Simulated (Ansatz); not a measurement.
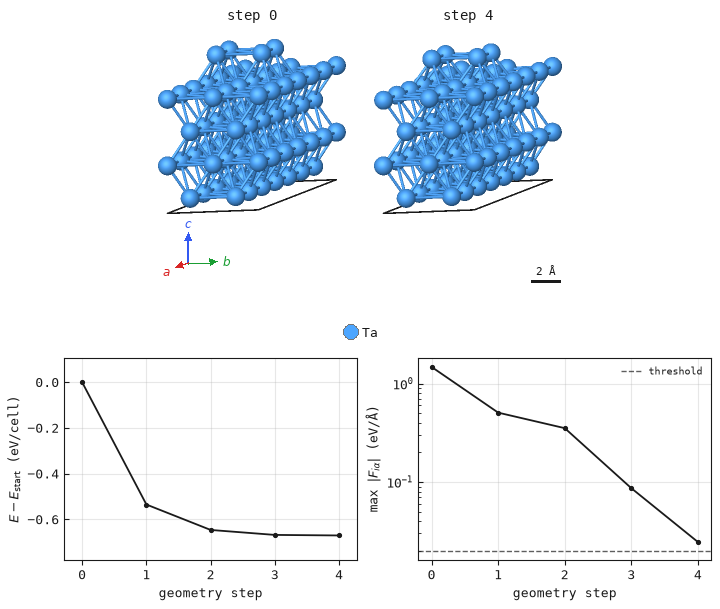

First and last geometry of a constrained relaxation of a slab of composition Ta (cut from the Im-3m phase), with the history of the run. Style: ball-and-stick. Shown: the 1 × 2 repeat of the cell, outlined in the plane, without the vacuum (origin shifted), slightly off an axis.

Case: stripe over 3 of 6 cells, two steps. 12 atoms are held fixed.

Theory: DFT PBE, scalar-relativistic, plane waves, PAW in Ansatz 0.2.0. Set-up: plane-wave cutoff 420 eV; k-point mesh 3 × 14 × 1; occupations gaussian; smearing width 0.1 eV; no spin polarisation; dipole correction; atoms relaxed in a fixed cell; force threshold 0.02 eV/Å; at most 45 steps.

Read the history and describe the run.

Answer. The run was cut off at its time limit before the relaxation converged, so the last structure is only a point on the way. The energy falls by 0.670 eV per cell of the calculation in 4 geometry steps. The largest force component goes from 1.5 to 0.025 eV/Å. The largest moves, 0.32 Å, are those of Ta atoms. The cell doesn't change. Near-neighbour distances that change, for instance: Ta–Ta 3.319 → 3.095 Å, Ta–Ta 2.874 → 2.690 Å, Ta–Ta 2.874 → 2.721 Å, Ta–Ta 3.319 → 3.205 Å.
